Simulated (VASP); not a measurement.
System: Ir.

Input file:

```
SYSTEM = Ir
PREC     = Accurate       ! precision mode
ENCUT    = 520            ! plane-wave cutoff, eV
EDIFF    = 1E-7           ! SCF threshold, eV
ISMEAR   = 0              ! smearing method
SIGMA    = 0.1            ! smearing width, eV
LREAL    = .False.        ! projectors in reciprocal space
LASPH    = .True.         ! aspherical terms in the spheres
NELM     = 100            ! most SCF steps
ALGO     = Fast           ! electronic algorithm
ISIF     = 2              ! what is computed and relaxed
LWAVE    = .False.        ! write WAVECAR
LCHARG   = .True.         ! write CHGCAR
GGA      = PE             ! functional
LELF     = .True.         ! ELF
LVHAR    = .True.       
NBANDS   = 16             ! bands
```

Run with:

```sh
cat potpaw_PBE.64/Ir/POTCAR > POTCAR
mpirun -np 1 vasp_std > vasp.out
```

Below, planes, directions and counts refer to the conventional cell (a = 2.68 Å, b = 4.64 Å, c = 9.86 Å, α = 90.00°, β = 90.00°, γ = 90.00°).

Space group Fmmm; a generated structure, not necessarily the stable one.

These are results of Kohn-Sham DFT of a periodic cell, PBE, VASP PAW PBE potentials, recommended (VASP), not measurements.

Predict the valence pseudo-density and electron localisation function between the atoms.

Answer. Ir–Ir (2.68 Å): the density is about 0.45 e/Å³ at the midpoint; the ELF is about 0.40 at the midpoint.

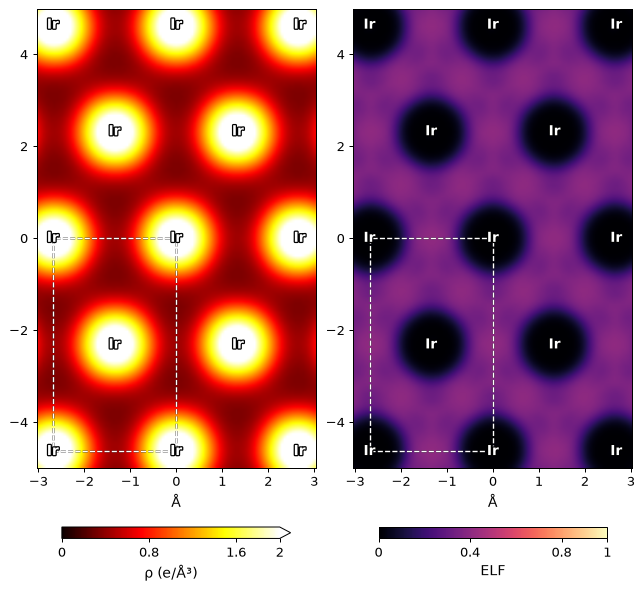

Computed valence pseudo-density and electron localisation function on the (001) plane of the conventional cell, in this order. 

The density is the valence pseudo-density of a PAW calculation; it isn't the true density close to the nuclei.
